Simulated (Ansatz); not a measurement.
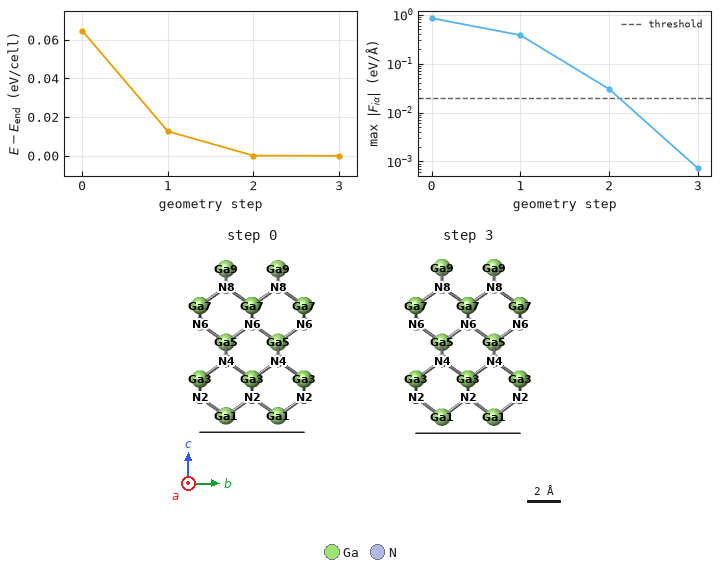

First and last geometry of a relaxation of a slab of composition Ga$_{5}$N$_{4}$ (cut from the F-43m phase), with the history of the run. A ball-and-stick model of the 2 × 2 repeat of the cell, outlined in the plane, without the vacuum, seen along the a axis.

Case: (1 0 0) slab, atoms relaxed. The slab is the (1 0 0) face of GaN.

All numbers below come from DFT PBEsol, scalar-relativistic, plane waves, PAW (Ansatz). Set-up: plane-wave cutoff 420 eV; k-point mesh 8 × 8 × 1; occupations gaussian; smearing width 0.05 eV; no spin polarisation; dipole correction; atoms relaxed in a fixed cell; force threshold 0.02 eV/Å; at most 60 steps.

**Did the run converge, and what did it change?**

It converged. The energy falls by 64.7 meV per cell of the calculation in 3 geometry steps. Largest force component: 0.85 eV/Å at the start, 0.00072 eV/Å at the end. The largest moves relative to the layer's centre, 0.076 Å, are those of Ga1 and Ga9. Ga9 goes along the normal (+c). Largest moves by element: Ga 0.076 Å, N 0.002 Å. The cell stays as it was. Among the contacts that change: Ga1–N2 1.948 → 1.992 Å. Bond angles that change, for instance: Ga9–N8–Ga9 109.5° → 106.0°, N8–Ga9–N8 109.5° → 106.0°.

Limits of the set-up: the cell has an odd number of electrons but was run without spin polarisation.
